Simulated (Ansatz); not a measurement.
BN: several calculations on one system

## 1. Vibrations

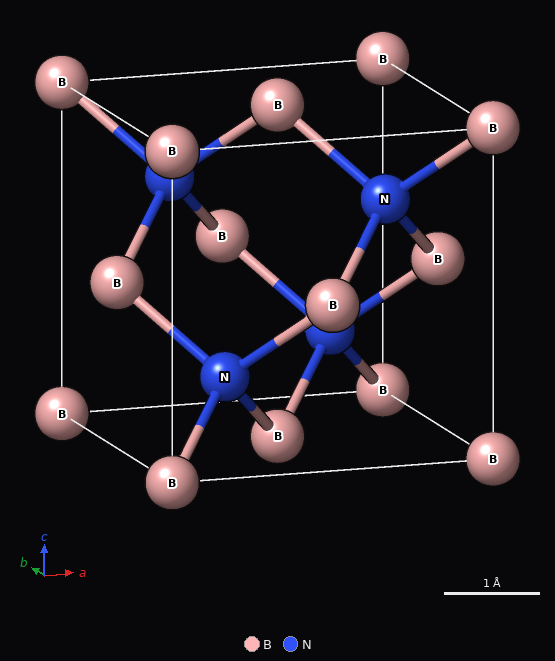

Lattice vibrations of a crystal of BN relaxed at 18 GPa, at the zone centre. The picture is a ball-and-stick view of the conventional cell (4 times the calculation's cell), seen slightly off an axis. Lengths and directions refer to the drawn axes.

Computed with DFT PBE, scalar-relativistic, plane waves, PAW in Ansatz.

The input:
```yaml
crystal:
  lattice:
    - [0.0, 1.7855895471, 1.7855895471]
    - [1.7855895471, 0.0, 1.7855895471]
    - [1.7855895471, 1.7855895471, 0.0]
  atoms:
    - { symbol: B, position: [0.0, 0.0, 0.0] }
    - { symbol: "N", position: [0.75, 0.75, 0.75] }
basis:
  ecutwfc: 420
kpoints:
  mp_grid: { grid: [12, 12, 12] }
hamiltonian:
  xc: pbe
scf:
  occupations: { method: fixed }
output:
  eigenvalues: true
phonons:
  method: dfpt
  dielectric: true
  rigid_motions: translations
  eigenvectors: true
```

Command:
```bash
ansatz run input.yaml --threads 1 --pin off --max-ram 3072MiB --backend cpu --events-out ev --progress --plain --runs-dir out
```

Frequencies are those without the non-analytic (LO–TO) term.

Give the spectrum at this point.

Answer. The calculation's cell holds 2 atoms, so there are 3 optical modes, in 1 level. The optical modes span T₂. No level is unstable.

```csv
level,symmetry,frequency (cm⁻¹),activity
1,T₂,1084,infrared- and Raman-active
```

The modes drawn as arrows (one member of each degenerate set):

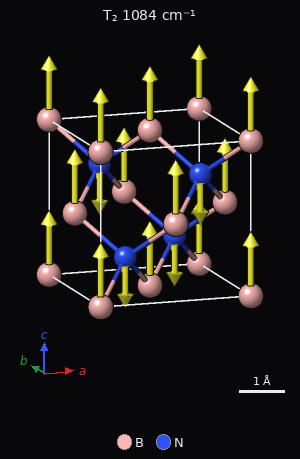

## 2. Vibrations

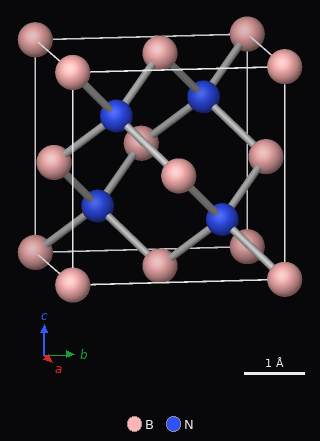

Normal modes of crystalline BN relaxed at 7 GPa, at the zone centre. A ball-and-stick model of the conventional cell (4 times the calculation's cell), seen slightly off an axis. Lengths and directions refer to the drawn axes.

All numbers below come from Ansatz, DFT PBE, scalar-relativistic, plane waves, PAW.

The input:
```yaml
crystal:
  lattice:
    - [0.0, 1.8013883605, 1.8013883605]
    - [1.8013883605, 0.0, 1.8013883605]
    - [1.8013883605, 1.8013883605, 0.0]
  atoms:
    - { symbol: B, position: [0.0, 0.0, 0.0] }
    - { symbol: "N", position: [0.75, 0.75, 0.75] }
basis:
  ecutwfc: 420
kpoints:
  mp_grid: { grid: [12, 12, 12] }
hamiltonian:
  xc: pbe
scf:
  occupations: { method: fixed }
output:
  eigenvalues: true
phonons:
  method: dfpt
  dielectric: true
  rigid_motions: translations
  eigenvectors: true
```

Launched with:
```bash
ansatz run input.yaml --threads 1 --pin off --max-ram 3072MiB --backend cpu --events-out ev --progress --plain --runs-dir out
```

Frequencies are those without the non-analytic (LO–TO) term.

> Which optical modes does it have, at what frequencies, and is it stable there?

The calculation's cell holds 2 atoms, so there are 3 optical modes, in 1 level. The optical modes span T₂. No level is unstable.

```tsv
level	symmetry	frequency (cm⁻¹)	activity
1	T₂	1050	infrared- and Raman-active
```

The modes drawn as arrows (one member of each degenerate set):

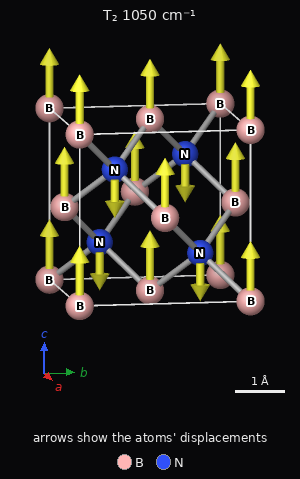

## 3. One mode

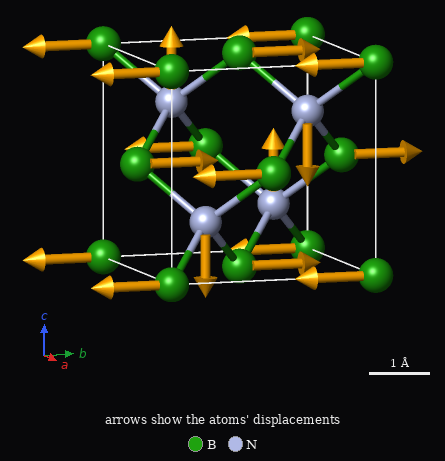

One vibrational mode of crystalline BN at the zone centre of a doubled cell. The orange arrows give the relative displacements of the atoms. A ball-and-stick model of the conventional cell (2 times the calculation's cell), seen slightly off an axis. Lengths and directions refer to the drawn axes.

The calculation used DFT PBE, scalar-relativistic, plane waves, PAW (Ansatz 0.2.0). Set-up: plane-wave cutoff 420 eV; k-point mesh 10 × 10 × 6; occupations gaussian; smearing width 0.05 eV; no spin polarisation.

Frequencies are those without the non-analytic (LO–TO) term.

### Describe the mode and give its frequency.

This is a doubly degenerate mode (one member of the set is drawn) at 86.1 meV, the lowest level (the three translations aside). Atoms of one kind move against one another, with no net shift of any sublattice; it mainly bends the B–N bonds; the kinetic energy is shared as N 51 %, B 49 %. It changes sign from one half of the doubled cell to the other: it belongs to the zone boundary, q = (0, 1/2, 1/2) in the reciprocal vectors of the undoubled cell.
